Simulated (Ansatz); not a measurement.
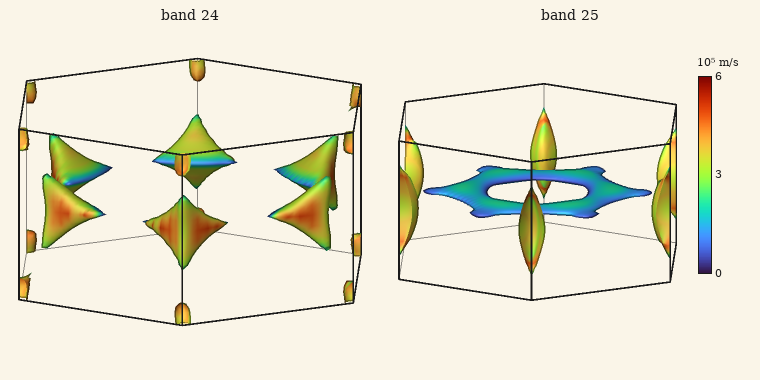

Fermi surface of Yb in space group P6_3/mmc (the two sheets of greatest area among three bands), coloured by the Fermi speed.

The calculation used Ansatz 0.2.0, DFT PBEsol, scalar-relativistic, plane waves, PAW; levels and slopes on a dense k mesh at the converged density. Started with collinear moments, which vanished: the result is non-magnetic and both spins have the same bands. k mesh for the levels: 36×36×16. Unrelaxed database geometry (residual pressure −3 GPa).

How fast are the electrons on each sheet?

Answer. Band 24: 0.83 to 4.7 × 10⁵ m/s over most of the sheet, 3.1 × 10⁵ m/s on average over states. Band 25: 0.67 to 3.9 × 10⁵ m/s over most of the sheet, 2.0 × 10⁵ m/s on average over states.

Which of these bands adds most to the density of states at the Fermi level?

Answer. Band 25, with 1.3 of 2.0 states/eV per cell.

The f electrons are treated as band states by a semilocal functional, which places them too near the Fermi level in most such compounds. Spin-orbit coupling is left out; with Yb it can split, shift or remove sheets.
